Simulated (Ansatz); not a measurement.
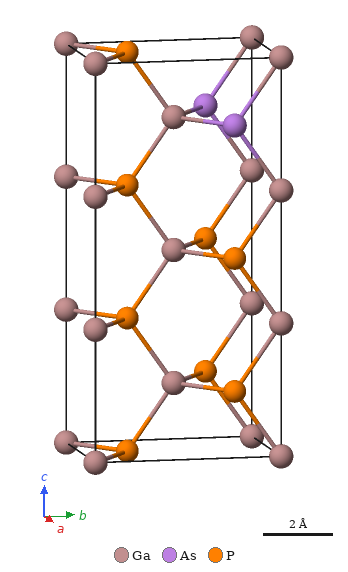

A crystal of Ga$_{6}$AsP$_{5}$ (set up in Pmm2), before the relaxation. A ball-and-stick model of the cell of the calculation, seen slightly off an axis.

Case: superlattice of 1 and 5 planes along [1 1 0].

Computed with DFT PBE, scalar-relativistic, plane waves, PAW in Ansatz 0.2.0.

Input file:
```yaml
crystal:
  lattice:
    - [-3.9214280331, 0.0, 0.0]
    - [0.0, 5.5457367083, 0.0]
    - [0.0, 0.0, -11.7642840994]
  atoms:
    - { symbol: Ga, position: [0.0, 0.0, 0.0] }
    - { symbol: As, position: [0.0, 0.75, 0.8333333333] }
    - { symbol: Ga, position: [0.5, 0.5, 0.8333333333] }
    - { symbol: P, position: [0.5, 0.25, 0.6666666667] }
    - { symbol: Ga, position: [0.0, 0.0, 0.6666666667] }
    - { symbol: P, position: [1.0, 0.75, 0.5] }
    - { symbol: Ga, position: [0.5, 0.5, 0.5] }
    - { symbol: P, position: [0.5, 0.25, 0.3333333333] }
    - { symbol: Ga, position: [0.0, 0.0, 0.3333333333] }
    - { symbol: P, position: [1.0, 0.75, 0.1666666667] }
    - { symbol: Ga, position: [0.5, 0.5, 0.1666666667] }
    - { symbol: P, position: [0.5, 0.25, 1.0] }
basis:
  ecutwfc: 420
kpoints:
  mp_grid: { grid: [8, 6, 4] }
hamiltonian:
  xc: pbe
scf:
  occupations: { method: gaussian, width: 0.1 }
output:
  forces: true
  stress: true
  eigenvalues: true
  populations: true
  write_density: true
  write_potential: true
  elf: true
  volumetric_format: npy
relax:
  adjacent_minimum: "off"
  f_tol: 0.01
  max_steps: 45
  cell: { stress_tol: 0.05 }
```

Launched with:
```bash
ansatz run input.yaml --threads 2 --pin off --max-ram 5120MiB --backend cpu --events-out ev --progress --plain --runs-dir out
```

> Predict the outcome.

Over 3 accepted moves (4 points after the start) the energy falls by 6.5 meV per atom. Largest force component: 0.78 eV/Å at the start, 0.0049 eV/Å at the end. The pressure goes from 0.06 to 0.01 GPa. The SCF was repeated once at an unchanged geometry on a basis and grid sized afresh for the cell, which shifted the energy by less than 0.05 meV per atom at most. Ga3 moves most relative to the cell: 0.079 Å along −b. Largest moves by element: Ga 0.079 Å, P 0.038 Å, As 0.001 Å. Cell: a unchanged at 3.921 Å, b 5.546 → 5.544 Å (0.0 %), c 11.764 → 11.762 Å (0.0 %). Volume −0.1 %. Near-neighbour distances that change, for instance: As2–Ga5 2.401 → 2.468 Å, As2–Ga3 2.401 → 2.448 Å, Ga1–P10 2.401 → 2.379 Å, Ga11–P12 2.401 → 2.392 Å. Among the angles between lasting bonds that change: P4–Ga3–P12 109.5° → 113.5°, As2–Ga3–As2 109.5° → 106.4°, Ga3–As2–Ga3 109.5° → 106.4°. The space group stays Pmm2 (No. 25). The run took 2.7 min on 2 threads of Intel(R) Xeon(R) 6975P-C (Granite Rapids), with other jobs on the host, peak memory 1.1 GiB.

Step by step:

```csv
step,"E − E(0), meV/atom","largest force component, eV/Å","pressure, GPa","volume, Å³/atom",note
0,0.00,0.7814,0.06,21.320,
1,-6.37,0.1179,-0.09,21.333,
2,-6.54,0.0298,-0.01,21.312,
3,-6.55,0.0049,0.01,21.306,
4,-6.55,0.0049,0.01,21.306,"same geometry, new basis"
```

The end point in the same view:

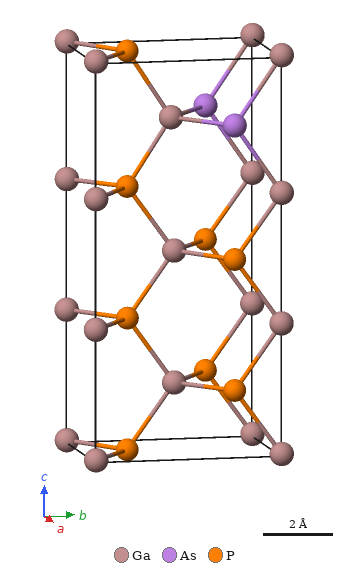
